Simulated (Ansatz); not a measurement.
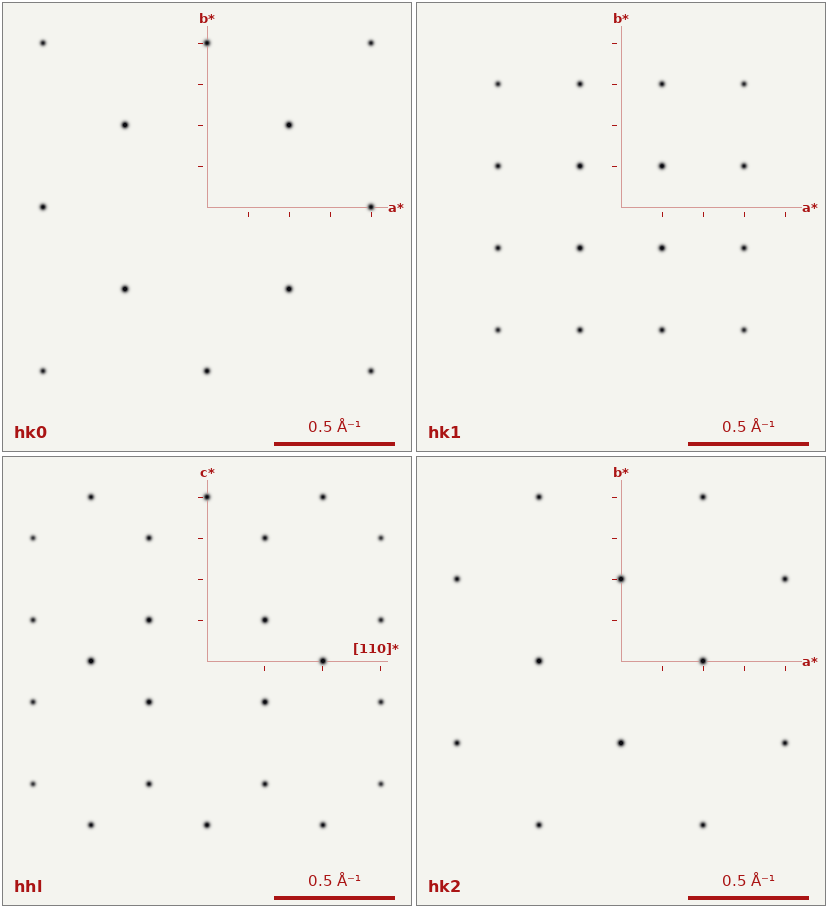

Simulated precession-type sections (X-rays; kinematic intensities, B = 0.5 Å²). The ticks mark integer indices of the conventional cell.

What cell do the layers give?

Answer. a* = 0.172, b* = 0.172, c* = 0.172 Å⁻¹; the cell is cubic with a = 5.82 Å.

List the systematic absences.

Answer. Reflections are present only under these conditions. hkl: h + k = 2n, h + l = 2n; hk0: h = 2n, h + k = 4n; hhl: h + l = 2n; h00: h = 4n. The lattice is face-centred (F). Further gaps, such as 2 2 2, 4 4 2, come from atoms on special positions, not from the group's general conditions.

Which space groups fit?

Answer. The intensities have Laue symmetry m-3m (the hk0 layer shows 4mm, hk1 shows 4mm). With these conditions only Fd-3m (No. 227) fits. The compound is Ti. Structure: coordinates from a relaxation with Ansatz 0.2.0, DFT, RPBE, plane waves (420 eV) with PAW, scalar-relativistic; the starting structure was generated, so it need not be a known form of this composition.
